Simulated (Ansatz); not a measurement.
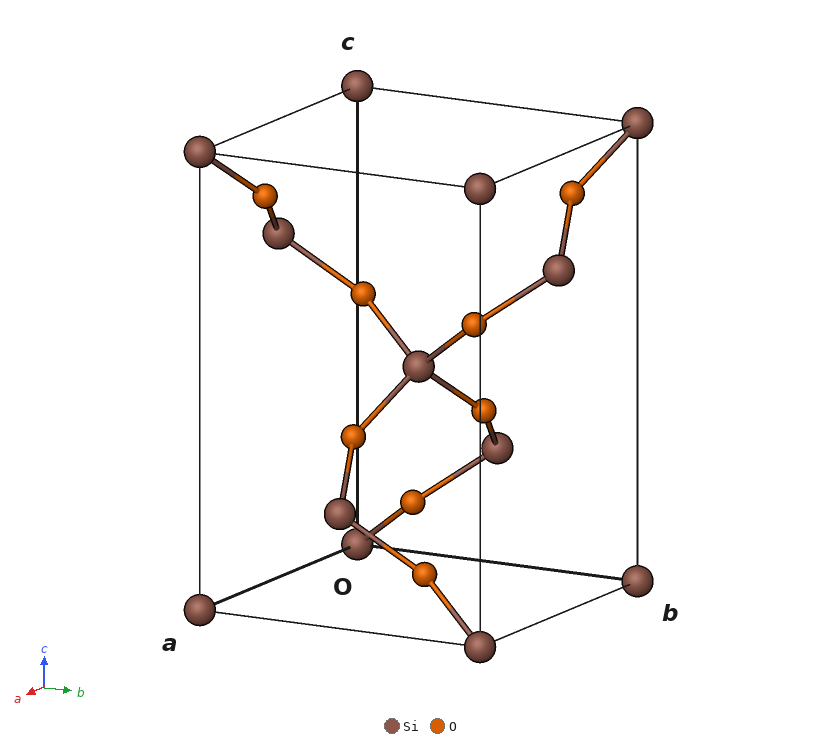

For SiO2, the end point of a relaxation with Ansatz 0.2.0, DFT PBE, scalar-relativistic, plane waves, PAW: one unit cell is drawn above. The drawing is computed from the coordinates (standard cell, symmetry found to 0.002 Å).

```
Si O
1.0
     5.02630    0.00000    0.00000
     0.00000    5.02630    0.00000
     0.00000    0.00000    7.37174
Si O
4 8
Direct
  0.00000 0.00000 0.00000
  0.00000 0.50000 0.25000
  0.50000 0.50000 0.50000
  0.50000 0.00000 0.75000
  0.09248 0.25000 0.12500
  0.25000 0.59248 0.37500
  0.75000 0.40752 0.37500
  0.90752 0.75000 0.12500
  0.59248 0.75000 0.62500
  0.75000 0.09248 0.87500
  0.25000 0.90752 0.87500
  0.40752 0.25000 0.62500
```

Question: What is its point group?

Answer: -42m (D2d), order 8, tetragonal system: one −4 axis, two twofold axes, two mirror planes.

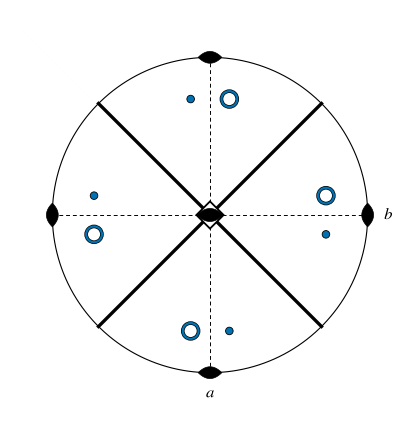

Stereographic projection: filled dots lie in the upper hemisphere, open rings in the lower; heavy lines are mirror planes (a heavy rim: a mirror in the plane of the page); lens, triangle, square and hexagon are 2-, 3-, 4- and 6-fold axes, a lens in an open square is −4, a triangle in an open hexagon −6; thin dashed diameters join the ends of axes that lie in the page; a small open circle marks inversion. The poles are one general form. The c axis points at the viewer.

Question: What does this class allow?

Answer: Class -42m is not centrosymmetric; not polar, but piezoelectricity is allowed; it is not chiral. Its Laue class is 4/mmm.
